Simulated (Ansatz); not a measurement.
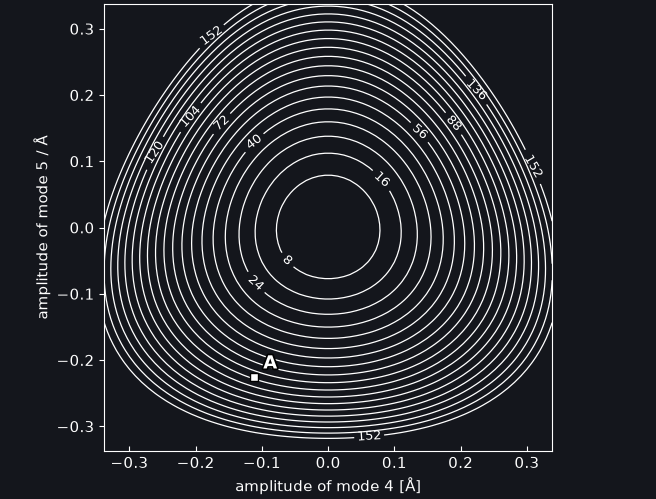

Ti₃Al (P-6m2, No. 187; 4 atoms in the cell). The energy is mapped over two normal modes frozen in (zone-centre modes of the 4-atom cell of this scan). First axis: amplitude of mode 4 (102 cm⁻¹), largest displacement. Second axis: amplitude of mode 5 (102 cm⁻¹), largest displacement. Nothing is relaxed (the cell and all other modes fixed). The grid has 7 × 7 points; 28 points were computed and 21 follow by symmetry. Points are written as (first, second). Energies: meV per cell, counted from the lowest grid point. Computed with DFT PBE, scalar-relativistic, plane waves, PAW (Ansatz 0.2.0). Settings: cutoff 520 eV, k-mesh 15×15×6 in the order of the run's cell vectors, gaussian smearing 0.15 eV, no spin polarisation.

The picture shows contour lines labelled in meV (none above 152), the point A. Between grid points the surface is interpolated.

Question: Is A at rest? If not, where is it pushed?

Answer: A, at (−0.113 Å, −0.225 Å), is not a stationary point. The computed force is 220 meV for each Å towards larger values of the first coordinate and 660 meV for each Å towards larger values of the second coordinate.

PAW datasets: the set soft_1.
